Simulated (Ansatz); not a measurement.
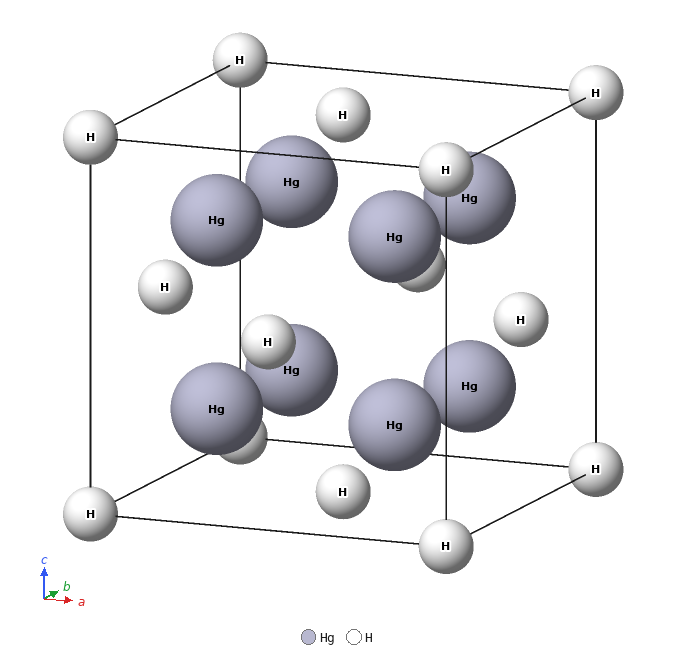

This spheres-only model is shown slightly off an axis. One conventional unit cell is outlined, and atoms on its boundary appear in each equivalent place. Cell: a = 6.22 Å, b = 6.22 Å, c = 6.22 Å, α = 90.00°, β = 90.00°, γ = 90.00°.

It goes back to a structure type filled with these elements by a generator (whether the compound takes this form wasn't checked). Earlier steps of the study may have refined or changed the cell and positions. An electronic-structure calculation with Ansatz was run on it.

In words:

Answer. Composition: Hg2H. The atoms follow space group Fm-3m (No. 225); the Bravais lattice is face-centred cubic. Among the common structure types it is antifluorite. One cell contains 8 Hg, 4 H, 12 atoms in all.

The calculation used Ansatz, DFT PBE, scalar-relativistic, plane waves, PAW, with plane-wave cutoff 420 eV, k-points about 0.15 Å⁻¹ apart, Gaussian smearing of 0.1 eV, no spin polarisation.

Metal or not?

Answer. A metal: bands cross the Fermi level.

Estimate the Bader charges.

Answer. Hg +0.08 e; H -0.15 e.

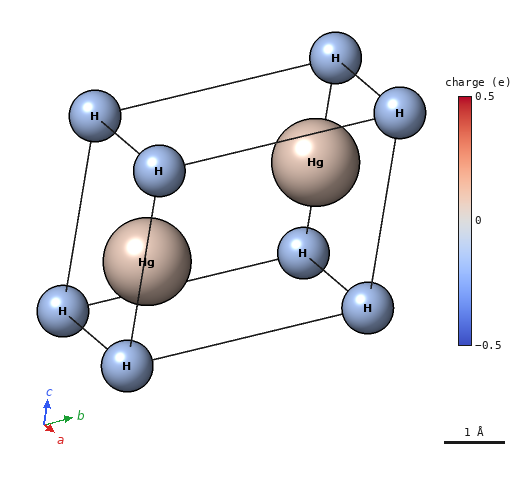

The atoms coloured by those charges. The run's cell of 3 atoms is drawn, so axes and origin can differ from the first picture.

Is the structure relaxed at this level of theory?

Answer. Yes. All forces vanish to within 0.01 eV/Å. The pressure is 0.0 GPa, close to zero.
